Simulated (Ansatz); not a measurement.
# Transmission past a defect: W wire along [110], 4 atoms a period, Ag in place of one W, part 2 of 4

Wanted: the relaxed defect and the transmission past it, beside the channels of the perfect wire.

Ansatz 0.2.0; DFT PBE, plane waves, PAW; relaxation of a wire's period (the session's first sound run).

So far. Step 2 (Relaxing the period): The cell's length comes to 4.256 Å with spin left out.

## (3) Bands of the perfect wire

This step: DFT PBE, plane waves, PAW; channels and complex bands of a perfect wire (Ansatz 0.2.0).

At the relaxed period the Bloch states of the perfect wire are found at each energy: those that move forward count the open channels, and those that decay describe how a disturbance dies away inside the wire itself. An energy step of 0.035 eV is under the 0.039 eV that the program asks for its thermal average at 300 K.

The input, input.yaml:

```yaml
crystal:
  lattice:
    - [8.385, 0.0, 0.0]
    - [0.0, 9.042, 0.0]
    - [0.0, 0.0, 4.2556080352]
  atoms:
    - { symbol: W, position: [0.403010829, 0.409897292, 0.0] }
    - { symbol: W, position: [0.596989171, 0.590050562, 0.0] }
    - { symbol: W, position: [0.403010829, 0.590050562, 0.5] }
    - { symbol: W, position: [0.596989171, 0.409897292, 0.5] }
kpoints:
  mp_grid: { grid: [1, 1, 19] }
scf:
  occupations: { method: fermi_dirac, width: 0.05 }
hamiltonian:
  xc: pbe
output:
  transmission:
    e_range: [-1.26, 1.26]
    de: 0.035
    kmesh: [1, 1]
    reduced_basis: true
    leads: [[0, 0]]
basis:
  ecutwfc: "350 eV"
```

On the command line:

```console
$ ansatz run input.yaml --threads 4 --pin off --max-ram 16384MiB --backend cpu --events-out ev --progress --plain --runs-dir out
```

Numbers of over 12 decimals in the logs are rounded to 6 here.

Log:

```text
Warning: basis.ecutwfc = 350 eV is below the records' recommended 420 eV, and the density's cutoff is lower with it unless basis.ecutrho_ratio is high enough to keep the records' density cutoff: compare with a run at a higher cutoff
[...]
Crystal: 4 atoms, lattice volume = 322.648 Å³
Basis set: ecut = 350 eV, 4779 PW (Γ)
Bands: 34, of which v1, the nominal top of the filled ones, is band 28 counted from 1 (27 counted from 0)
Symmetry: 8 space group operations
[...]
k-points: 10 of 19
[...]
SCF iter   1: F=—  HF=-41526.846212 eV  |F-HF|=—  |Δ(HF+E_count)|=         —  Δρ=6.63e-3  dr2=1.02e-1  ethr=1.77e-3  ⟨swp⟩=6.9  Hψ=1533  notcnv=0
[...]
SCF iter   8: F=-41526.864750 eV  HF=-41526.864750 eV  |F-HF|=6.34e-9  |Δ(HF+E_count)|=   7.52e-9  Δρ=1.57e-6  dr2=1.47e-8  ethr=1.79e-10  ⟨swp⟩=5.0  Hψ=966  notcnv=0
SCF 1 converged in 8 iterations: F = -41526.864750 eV  dr2 = 1.47e-8
[...]
transmission: 5 of 30 steps passed
transmission: 10 of 30 steps passed
[...]
transmission: 30 of 30 steps passed
SCF converged after 8 iterations
Free energy (F): -41526.864750 eV
[...]
Internal energy: -41526.833998 eV  (E = F + TS)
E sigma→0 (E₀):  -41526.849374 eV
Entropy (-TS):   -0.030752 eV (-7.688 meV/atom)
Fermi energy:    1.809600 eV
[...]
--- Band table (eV; the first three rows and the last of 10) ---
  k-point 0: bands = [... 24 lower, 0.6291, 0.6964, 0.7291, 0.7345, 1.4986, 2.0160, 2.6052, 2.9832, ... 2 higher]
  k-point 1: bands = [... 24 lower, 0.3931, 0.4218, 0.9816, 1.0168, 1.3578, 2.0283, 2.7343, 2.9742, ... 2 higher]
  k-point 2: bands = [... 24 lower, 0.1541, 0.3724, 1.0475, 1.2709, 1.3187, 2.0661, 2.9380, 2.9672, ... 2 higher]
  k-point 9: bands = [... 24 lower, -0.2558, 0.0561, 1.1881, 1.5763, 2.0204, 2.0376, 2.1039, 2.1153, ... 2 higher]
--- Transmission ---
  basis      : 551 plane waves across, 5 finite elements along
  points     : 1, standing for a mesh of 1 x 1
  filling    : by the input's occupations and mesh, since the crystals that have channels conduct as metals do. If one of these is a semiconductor, that mesh has misplaced its level
  energies   : 73 from -1.260000 to 1.260000 eV about the Fermi level, 0.035000 eV apart; the leads are filled to 0.000000 eV, and channels, transmission and decay are at 0.000000 eV
  crystal 0  : W4, at the sites [0, 0], period 4.2556 Å: whole cells are its period
    offset         : up to 0.0000 Å between an atom of the period and one for which it stands
    filled         : 9.3 meV under the level at which it is neutral
    channels       : 3.000000e0 a spin
    conductance    : 3.0661e14 S/m² at 300 K; may be off by some 0.0 % by where its bands' edges are placed, 0.0 % from the distance to neutral
```

Run time: 40 s. Hardware: 4 threads of Arm Neoverse V1, shared host; peak memory 0.94 GiB.

Reading the cycles: dr2 is the Hartree energy of the density residual (eV), the measure of convergence; HF is the Harris–Foulkes estimate of the energy, which meets the free energy F at convergence.

This step gave:

- energy at zero smearing: -41526.8494 eV
- channels at the energy nearest the Fermi level, one spin: 3
- conductance of the lead as this run defines it: 3.000 G₀
- band gap: 0 eV

Open channels of the lead, one spin against energy, zero at the Fermi level:

| energy (eV) | open channels of the lead, one spin |
| --- | --- |
| -1.190 | 6 |
| -1.085 | 4 |
| -1.015 | 6 |
| -0.910 | 4 |
| -0.805 | 4 |
| -0.700 | 4 |
| -0.595 | 4 |
| -0.490 | 4 |
| -0.385 | 4 |
| -0.315 | 4 |
| -0.210 | 3 |
| -0.105 | 3 |
| 0.000 | 3 |
| 0.105 | 3 |
| 0.210 | 4 |
| 0.315 | 4 |
| 0.385 | 4 |
| 0.490 | 4 |
| 0.595 | 2 |
| 0.700 | 2 |
| 0.805 | 3 |
| 0.910 | 3 |
| 1.015 | 3 |
| 1.085 | 3 |
| 1.190 | 2 |

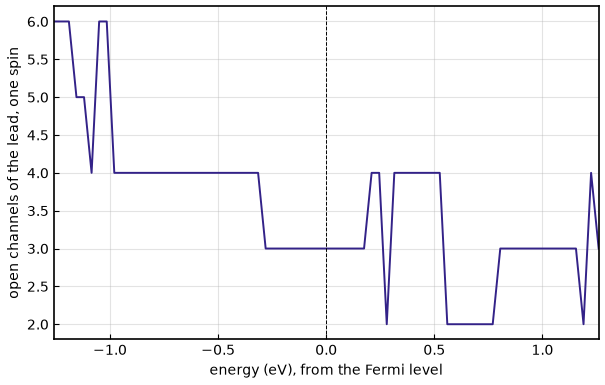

Open channels of the lead, one spin against energy.

The slowest values at each energy, most degenerate partners merged, listed up to 1.5 1/Å. The Im kz of the slowest decaying states by energy, zero at the Fermi level:

| energy (eV) | decay 1 (Å⁻¹) | decay 2 (Å⁻¹) | decay 3 (Å⁻¹) | decay 4 (Å⁻¹) |
| --- | --- | --- | --- | --- |
| -1.015 | 0.345 | 0.599 | 0.680 | 0.854 |
| -0.490 | 0.166 | 0.302 | 0.490 | 0.528 |
| 0.000 | 0.0934 | 0.199 | 0.215 | 0.298 |
| 0.490 | 0.0938 | 0.202 | 0.205 | 0.237 |
| 1.015 | 0.0972 | 0.180 | 0.268 | 0.288 |

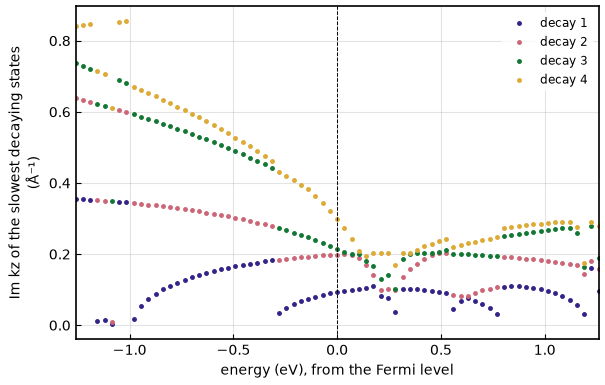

Im kz of the slowest decaying states, plotted against energy.

By hand: the program gives 3.0661 × 10^14 S/m² over the cell's cross-section of 75.82 Å² = 7.582 × 10^-19 m², so one cell conducts 2.325 × 10^-4 S. Divided by G0 = 2e²/h = 7.748 × 10^-5 S this is 3.00 G0, a resistance of 4.30 kΩ.

At the computed energy nearest the Fermi level there are 3 channels a spin, and the thermal average gives 3.00 G₀.

## (4) Relaxation of the scattering region

This step: DFT PBE, plane waves, PAW; relaxation of a junction in a wire, ends held (Ansatz 0.2.0).

System of this step: W wire along [110], 4 atoms a period, Ag in place of one W. The cell holds 28 atoms: 27 W and 1 Ag. Cell: a = 8.385 Å, b = 9.042 Å, c = 29.789 Å, α = 90.0°, β = 90.0°, γ = 90.0°. Regions: held atoms, 16 atoms (16 W); free atoms, 12 atoms (11 W and 1 Ag). Vacuum lies along a and b. The structure's axis is c.

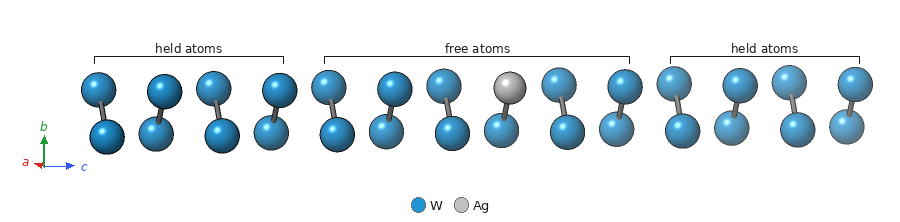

The cell of this step (tungsten blue, silver light grey).

12 atoms at the defect are free to relax, while 16 stay where the perfect wire has them, so that the ends still repeat as a lead. The cutoff is set under the files' recommended one to save time.

The input, input.yaml:

```yaml
crystal:
  lattice:
    - [8.385, 0.0, 0.0]
    - [0.0, 9.042, 0.0]
    - [0.0, 0.0, 29.7892562462]
  atoms:
    - { symbol: W, position: [0.403010829, 0.409897292, 0.0] }
    - { symbol: W, position: [0.596989171, 0.590050562, 0.0] }
    - { symbol: W, position: [0.403010829, 0.590050562, 0.071428571] }
    - { symbol: W, position: [0.596989171, 0.409897292, 0.071428571] }
    - { symbol: W, position: [0.403010829, 0.409897292, 0.142857143] }
    - { symbol: W, position: [0.596989171, 0.590050562, 0.142857143] }
    - { symbol: W, position: [0.403010829, 0.590050562, 0.214285714] }
    - { symbol: W, position: [0.596989171, 0.409897292, 0.214285714] }
    - { symbol: W, position: [0.403010829, 0.409897292, 0.285714286] }
    - { symbol: W, position: [0.596989171, 0.590050562, 0.285714286] }
    - { symbol: W, position: [0.403010829, 0.590050562, 0.357142857] }
    - { symbol: W, position: [0.596989171, 0.409897292, 0.357142857] }
    - { symbol: W, position: [0.403010829, 0.409897292, 0.428571429] }
    - { symbol: W, position: [0.596989171, 0.590050562, 0.428571429] }
    - { symbol: Ag, position: [0.403010829, 0.590050562, 0.5], spin: 0.3 }
    - { symbol: W, position: [0.596989171, 0.409897292, 0.5] }
    - { symbol: W, position: [0.403010829, 0.409897292, 0.571428571] }
    - { symbol: W, position: [0.596989171, 0.590050562, 0.571428571] }
    - { symbol: W, position: [0.403010829, 0.590050562, 0.642857143] }
    - { symbol: W, position: [0.596989171, 0.409897292, 0.642857143] }
    - { symbol: W, position: [0.403010829, 0.409897292, 0.714285714] }
    - { symbol: W, position: [0.596989171, 0.590050562, 0.714285714] }
    - { symbol: W, position: [0.403010829, 0.590050562, 0.785714286] }
    - { symbol: W, position: [0.596989171, 0.409897292, 0.785714286] }
    - { symbol: W, position: [0.403010829, 0.409897292, 0.857142857] }
    - { symbol: W, position: [0.596989171, 0.590050562, 0.857142857] }
    - { symbol: W, position: [0.403010829, 0.590050562, 0.928571429] }
    - { symbol: W, position: [0.596989171, 0.409897292, 0.928571429] }
magnetization:
  spin_polarized: true
kpoints:
  mp_grid: { grid: [1, 1, 1] }
scf:
  occupations: { method: fermi_dirac, width: 0.1 }
hamiltonian:
  xc: pbe
relax:
  constraints: [{ sites: [0, 1, 2, 3, 4, 5, 6, 7, 20, 21, 22, 23, 24, 25, 26, 27] }]
  f_tol: 0.06
  max_steps: 35
basis:
  ecutwfc: "350 eV"
```

Log:

```text
[...]
Warning: crystal.symmetry: narrowed to the stabiliser of the relax constraints — unitary ops 2 → 1; lowered at sites 8, 9, 20, 21 (the operations that carried what is held of a site onto what its image site leaves free; the constrained walk keeps no symmetry that its constraints do not admit)
[...]
Crystal: 28 atoms, lattice volume = 2258.537 Å³
Basis set: ecut = 350 eV, 33581 PW (Γ), exchange–correlation on 108×120×384 points (8 copies of the dense FFT grid, shifted against one another)
Bands: 239, of which v1, the nominal top of the filled ones, is band 199 counted from 1 (198 counted from 0)
Symmetry: 1 space group operations
k-points: 1
[...]
Starting moments: Σ|m| = 0.3 μB on 1 of 28 sites
[...]
SCF iter   1: F=—  HF=-287935.828914 eV  |F-HF|=—  |Δ(HF+E_count)|=         —  Δρ=2.44e-2 (↑2.44e-2 ↓2.37e-2)  dr2=1.66e2  dr2_m=5.24e-2  M=0.044 μB ∫|m|=0.081 μB  β_m=0.30  ethr=3.10e-3  ⟨swp⟩=7.0  Hψ=1900  notcnv=0
[...]
spin=Collinear: LDOS preconditioning applied to the charge; magnetization (m = ρ↑ − ρ↓) channel mixes plain (no charge-response kernel on spin).
SCF iter   2: F=—  HF=-287901.930526 eV  |F-HF|=—  |Δ(HF+E_count)|=    3.39e1  Δρ=1.36e-2 (↑1.36e-2 ↓1.31e-2)  dr2=3.68e1  dr2_m=3.17e-2  M=0.021 μB ∫|m|=0.044 μB  β_m=0.30  ethr=3.10e-3  ⟨swp⟩=5.0  Hψ=1152  notcnv=0
[...]
SCF iter   7: F=—  HF=-287893.746858 eV  |F-HF|=—  |Δ(HF+E_count)|=   4.85e-3  Δρ=3.27e-4 (↑2.88e-4 ↓3.27e-4)  dr2=4.14e-3  dr2_m=1.48e-3  M=0.003 μB ∫|m|=0.010 μB  β_m=0.30  ethr=2.32e-6  ⟨swp⟩=2.0  Hψ=652  notcnv=0
[...]
spin-set hold released at iteration 7 (site moments contracting): the magnetisation degrees of freedom join the quasi-Newton model from the next iteration; the mixer history was flushed
SCF iter   8: F=—  HF=-287893.747721 eV  |F-HF|=—  |Δ(HF+E_count)|=   8.63e-4  Δρ=2.34e-4 (↑2.14e-4 ↓2.34e-4)  dr2=2.16e-3  dr2_m=7.88e-4  M=0.003 μB ∫|m|=0.008 μB  β_m=0.65  ethr=1.04e-6  ⟨swp⟩=1.0  Hψ=478  notcnv=0
[...]
SCF iter  10: F=-287893.749254 eV  HF=-287893.749255 eV  |F-HF|=8.98e-7  |Δ(HF+E_count)|=   3.99e-5  Δρ=1.67e-5 (↑1.53e-5 ↓1.67e-5)  dr2=5.58e-5  dr2_m=3.20e-7  M=0.000 μB ∫|m|=0.001 μB  ethr=2.27e-8  ⟨swp⟩=3.0  Hψ=1605  notcnv=0
WARN: the starting moments were not kept: the SCF closed with an absolute magnetisation of 1.4e-3 μB, where they sum to 0.3 μB in size (1 site). That is at most 0.1 of that sum. Measured as dr2_m measures the in/out step, that magnetisation stands 2.8e-8 eV from none, at or under the dr2_threshold of 9.0e-5 eV: it is no larger than a step whose dr2_m would equal this threshold. The system may hold no moment; this SCF [...]
SCF 1 converged in 10 iterations: F = -287893.749254 eV  dr2 = 5.58e-5
[...]
relax step   1: F+E_penalty+E_count = -287893.74925446 eV  Δ(F+E_penalty+E_count) = +0.000e0 eV  max|allowed force component| = 4.498e0 eV/Å  Δτ_max = 0.0000 Å  (10 SCF iters, dr2 threshold 9.00e-5 eV, accepted)
[...]
Starting moments: Σ|m| = 0.3 μB on 1 of 28 sites; this step starts from the density that it was given
[...]
SCF iter   6: F=-287894.785847 eV  HF=-287894.785844 eV  |F-HF|=3.69e-6  |Δ(HF+E_count)|=   3.17e-5  Δρ=1.19e-5 (↑1.16e-5 ↓1.19e-5)  dr2=1.69e-5  dr2_m=1.30e-7  M=0.000 μB ∫|m|=0.001 μB  ethr=2.52e-8  ⟨swp⟩=2.0  Hψ=1286  notcnv=0
the starting moments were not kept: the SCF closed with an absolute magnetisation of 1.0e-3 μB, where they sum to 0.3 μB in size (1 site). That is at most 0.1 of that sum. Measured as dr2_m measures the in/out step, that magnetisation stands 1.9e-8 eV from none, at or under the dr2_threshold of 1.0e-4 eV: it is no larger than a step whose dr2_m would equal this threshold.
SCF 2 converged in 6 iterations: F = -287894.785847 eV  dr2 = 1.69e-5
relax step   2: F+E_penalty+E_count = -287894.78584721 eV  Δ(F+E_penalty+E_count) = -1.037e0 eV  max|allowed force component| = 1.461e0 eV/Å  Δτ_max = 0.1946 Å  (6 SCF iters, dr2 threshold 1.00e-4 eV, accepted)
SCF iter   1: F=—  HF=-287895.198151 eV  |F-HF|=—  |Δ(HF+E_count)|=         —  Δρ=2.05e-3 (↑2.05e-3 ↓1.97e-3)  dr2=6.04e-1  dr2_m=8.71e-3  M=0.005 μB ∫|m|=0.140 μB  β_m=0.30  ethr=1.34e-3  ⟨swp⟩=6.5  Hψ=1199  notcnv=0
[...]
SCF iter   6: F=-287895.146701 eV  HF=-287895.146713 eV  |F-HF|=1.22e-5  |Δ(HF+E_count)|=   3.46e-5  Δρ=1.32e-5 (↑1.26e-5 ↓1.32e-5)  dr2=3.07e-5  dr2_m=2.03e-7  M=0.000 μB ∫|m|=0.002 μB  ethr=2.52e-8  ⟨swp⟩=2.0  Hψ=1573  notcnv=0
[...]
SCF 3 converged in 6 iterations: F = -287895.146701 eV  dr2 = 3.07e-5
relax step   3: F+E_penalty+E_count = -287895.14670097 eV  Δ(F+E_penalty+E_count) = -3.609e-1 eV  max|allowed force component| = 5.332e-1 eV/Å  Δτ_max = 0.1948 Å  (6 SCF iters, dr2 threshold 1.00e-4 eV, accepted)
[... from here on, the SCF cycles and remarks between the steps are left out ...]
relax step   4: F+E_penalty+E_count = -287895.29368493 eV  Δ(F+E_penalty+E_count) = -1.470e-1 eV  max|allowed force component| = 3.520e-1 eV/Å  Δτ_max = 0.1758 Å  (7 SCF iters, dr2 threshold 3.00e-5 eV, accepted)
relax step   5: F+E_penalty+E_count = -287895.42368149 eV  Δ(F+E_penalty+E_count) = -1.300e-1 eV  max|allowed force component| = 1.587e-1 eV/Å  Δτ_max = 0.1945 Å  (7 SCF iters, dr2 threshold 1.65e-5 eV, accepted)
relax step   6: F+E_penalty+E_count = -287895.54946736 eV  Δ(F+E_penalty+E_count) = -1.258e-1 eV  max|allowed force component| = 1.940e-1 eV/Å  Δτ_max = 0.1914 Å  (8 SCF iters, dr2 threshold 5.13e-6 eV, accepted)
relax step   7: F+E_penalty+E_count = -287895.56351932 eV  Δ(F+E_penalty+E_count) = -1.405e-2 eV  max|allowed force component| = 5.221e-1 eV/Å  Δτ_max = 0.1940 Å  (8 SCF iters, dr2 threshold 7.65e-6 eV, accepted)
relax step   8: F+E_penalty+E_count = -287895.50850792 eV  Δ(F+E_penalty+E_count) = +5.501e-2 eV  max|allowed force component| = 1.210e0 eV/Å  Δτ_max = 0.1431 Å  (6 SCF iters, dr2 threshold 1.00e-4 eV, rejected (line search))
relax step   9: F+E_penalty+E_count = -287895.60623098 eV  Δ(F+E_penalty+E_count) = -4.271e-2 eV  max|allowed force component| = 2.250e-1 eV/Å  Δτ_max = 0.0716 Å  (10 SCF iters, accepted)
relax step  10: F+E_penalty+E_count = -287895.61481694 eV  Δ(F+E_penalty+E_count) = -8.586e-3 eV  max|allowed force component| = 9.053e-2 eV/Å  Δτ_max = 0.0241 Å  (6 SCF iters, dr2 threshold 9.40e-6 eV, accepted)
relax step  11: F+E_penalty+E_count = -287895.61550888 eV  Δ(F+E_penalty+E_count) = -6.919e-4 eV  max|allowed force component| = 1.522e-1 eV/Å  Δτ_max = 0.1297 Å  (10 SCF iters, accepted)
relax step  12: F+E_penalty+E_count = -287895.62073616 eV  Δ(F+E_penalty+E_count) = -5.227e-3 eV  max|allowed force component| = 5.258e-2 eV/Å  Δτ_max = 0.0404 Å  (7 SCF iters, dr2 threshold 3.75e-6 eV, accepted)
[...]
SCF iter   3: F=-287895.620737 eV  HF=-287895.620736 eV  |F-HF|=3.64e-8  |Δ(HF+E_count)|=   2.31e-7  Δρ=7.90e-7 (↑7.90e-7 ↓7.86e-7)  dr2=9.28e-8  dr2_m=3.44e-10  M=-0.000 μB ∫|m|=0.000 μB  ethr=2.52e-11  ⟨swp⟩=2.0  Hψ=1486  notcnv=0
[...]
SCF 13 converged in 3 iterations: F = -287895.620737 eV  dr2 = 9.28e-8
relax step  13: F+E_penalty+E_count = -287895.62073652 eV  Δ(F+E_penalty+E_count) = -3.685e-7 eV  max|allowed force component| = 5.260e-2 eV/Å  Δτ_max = 0.0000 Å  (3 SCF iters, accepted)
SCF converged after 3 iterations
Magnetization: -0.0000 μB (198.5000 up, 198.5000 down)
Absolute magnetization: 0.0001 μB (∫|ρ↑−ρ↓|, with the PAW one-centre terms)
[...]
Per-site moments (μB) at R_I (Å): [(-1.2414498838621297e-7, 0.949556), (-1.0345321524420048e-7, 0.949556), (9.678476650130381e-8, 0.949556), (8.28425203653957e-9, 0.949556), (2.746204363274771e-7, 0.949556), (-9.960140733748527e-8, 0.949556), (4.291208643687826e-7, 0.949556), (-1.066733484015357e-6, 0.949556), (-4.745049543884272e-7, 0.924515), (2.4889827542572028e-8, 0.924515), (-9.30742370698286e-7, 0.938853), (3.8 [...]
Free energy (F): -287895.620737 eV
[...]
Internal energy: -287894.655395 eV  (E = F + TS)
E sigma→0 (E₀):  -287895.138066 eV
Entropy (-TS):   -0.965342 eV (-34.476 meV/atom)
Fermi energy:    1.723867 eV
[...]
--- Forces (eV/Å), atoms counted from 1 ---
  atom   1  W     -0.02628378    -0.02573702    -0.00500056
  atom   2  W      0.02187851     0.04363802    -0.00117528
  atom   3  W     -0.02269364     0.02322840     0.09015985
  atom   4  W      0.04213482    -0.06110778     0.00203395
  atom   5  W     -0.04357678    -0.14860940     0.20460283
  atom   6  W      0.12803362     0.04023270     0.24910817
  atom   7  W      0.39792201    -0.36072053     0.96952852
  atom   8  W     -0.47166399     0.46843973     0.12616849
  atom   9  W      0.00384338     0.01195009     0.02180646
  atom  10  W     -0.01249208    -0.00393703    -0.00090394
  atom  11  W      0.02968366    -0.03337666    -0.00258056
  atom  12  W     -0.02159363     0.00415502    -0.02478802
  atom  13  W     -0.00995885     0.02308528    -0.01170167
  atom  14  W     -0.00964561    -0.00599069     0.05260243
  atom  15  Ag     0.01796714    -0.00157213    -0.00680196
  atom  16  W      0.02230798     0.01130890    -0.01816194
  atom  17  W      0.01307562     0.02918829     0.02296501
  atom  18  W     -0.02672268    -0.03443999    -0.02647274
  atom  19  W      0.00400244    -0.00781704    -0.04809215
  atom  20  W     -0.03576739     0.02824858     0.01804745
  atom  21  W      0.32778525     0.67199298    -0.52228185
  atom  22  W     -0.66076209    -0.35752893    -0.43558818
  atom  23  W      0.07611838    -0.04780869    -0.75661075
  atom  24  W      0.26844332    -0.25769422     0.15137751
  atom  25  W     -0.06927124    -0.06216828    -0.00841134
  atom  26  W      0.04199253     0.08747904    -0.00913916
  atom  27  W      0.00669109    -0.00112145    -0.09139112
  atom  28  W      0.00835160    -0.03304074     0.06065250
  max |Σ_I F_I| component: 2.76e-4 eV/Å
--- Relaxed structure (13 steps of the walk, 12 accepted, 0 SCFs on fresh bases) ---
  F+E_penalty+E_count = -287895.62073652 eV   max|allowed force component| = 5.260e-2 eV/Å
  atoms:
    - { symbol: W, position: [0.403010829, 0.409897, 0.0] }
    - { symbol: W, position: [0.596989171, 0.590050562, 0.0] }
    - { symbol: W, position: [0.403010829, 0.590050562, 0.071428571] }
    - { symbol: W, position: [0.596989171, 0.409897, 0.071428571] }
    - { symbol: W, position: [0.403010829, 0.409897, 0.142857143] }
    - { symbol: W, position: [0.596989171, 0.590050562, 0.142857143] }
    - { symbol: W, position: [0.403010829, 0.590050562, 0.214285714] }
    - { symbol: W, position: [0.596989171, 0.409897, 0.214285714] }
    - { symbol: W, position: [0.394609, 0.423387, 0.291025] }
    - { symbol: W, position: [0.584233, 0.598058, 0.290160] }
    - { symbol: W, position: [0.382318, 0.611610, 0.357855] }
    - { symbol: W, position: [0.565837, 0.437750, 0.377457] }
    - { symbol: W, position: [0.374781, 0.435318, 0.444819] }
    - { symbol: W, position: [0.573377, 0.610417, 0.446866] }
    - { symbol: Ag, position: [0.307931, 0.676086, 0.505655] }
    - { symbol: W, position: [0.601211, 0.398209, 0.500020] }
    - { symbol: W, position: [0.386150, 0.423236, 0.560794] }
    - { symbol: W, position: [0.583317, 0.598762, 0.559005] }
    - { symbol: W, position: [0.395700, 0.596561, 0.644866] }
    - { symbol: W, position: [0.580269, 0.422579, 0.628137] }
    - { symbol: W, position: [0.403010829, 0.409897, 0.714285714] }
    - { symbol: W, position: [0.596989171, 0.590050562, 0.714285714] }
    - { symbol: W, position: [0.403010829, 0.590050562, 0.785714286] }
    - { symbol: W, position: [0.596989171, 0.409897, 0.785714286] }
    - { symbol: W, position: [0.403010829, 0.409897, 0.857143] }
    - { symbol: W, position: [0.596989171, 0.590050562, 0.857143] }
    - { symbol: W, position: [0.403010829, 0.590050562, 0.928571429] }
    - { symbol: W, position: [0.596989171, 0.409897, 0.928571429] }
```

It took 3.3 min on 4 threads; peak memory 2.5 GiB.

(Part 2 of 4 ends here.)

[Logs are printed without paths, hosts, clocks, repeated set-up lines and the standing remarks that a program may print on its own settings, such as how far it seeks lower states.]

[Hosts, paths, dates, database ids (printed as entryN), source tags and the programs' standing remarks are cut or masked in the printed files.]
